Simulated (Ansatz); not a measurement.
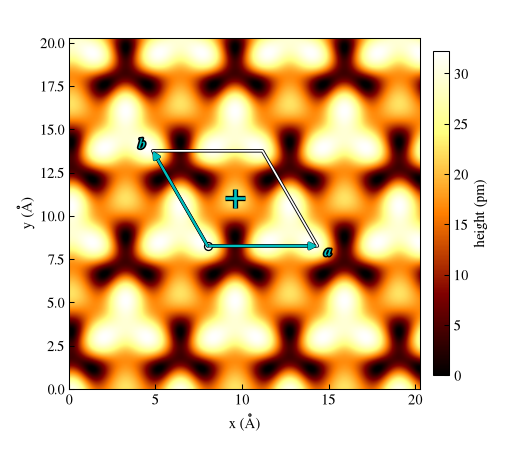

Constant-current image at a set point of 5.7 × 10⁻⁶ e/Å³, sample bias −0.25 V, of MoS2(001) (R-3m bulk, 6 atomic planes (those closer than 0.6 Å count as one), 9 Å, S-terminated) with one defect or adsorbate in every 2 × 2 cell; the cross marks its site, and a white outline, where drawn, is that cell.

Model: Tersoff–Hamann, s-wave tip, no tip–sample forces. Bias windows are sharp sums over the levels of the k mesh.

The calculation used DFT PBE+D3(BJ), scalar-relativistic, plane waves, PAW (Ansatz 0.2.0). Cutoff 420 eV, 12 × 12 k-points, Gaussian smearing 0.05 eV, dipole correction. The slab is a cut without reconstruction beyond its cell, at the source's lattice constants, with its lower half held fixed and the rest relaxed. The defects repeat every 6.3 Å and interact, so states at the Fermi level and the work function belong to this dense array. No spin polarisation (the relaxation was started with spin and lost its moment; a magnetic state may still lie lower). The run warns that the functional's potential is rough in the thin density of the vacuum, where the tip is; weak contrasts and barriers may feel it.

Question: The feature is an S vacancy. How does it appear?

Answer: Its site appears almost level with the mean of the area farther than 2.9 Å from it. The brightest spots lie over the top S atoms, with weaker maxima over the vacancy; the darkest points are over points 1.6 Å to the side of the top S atoms.

The relaxed structure:

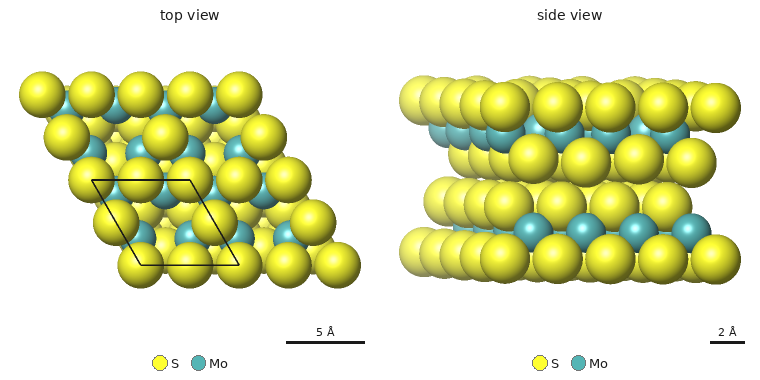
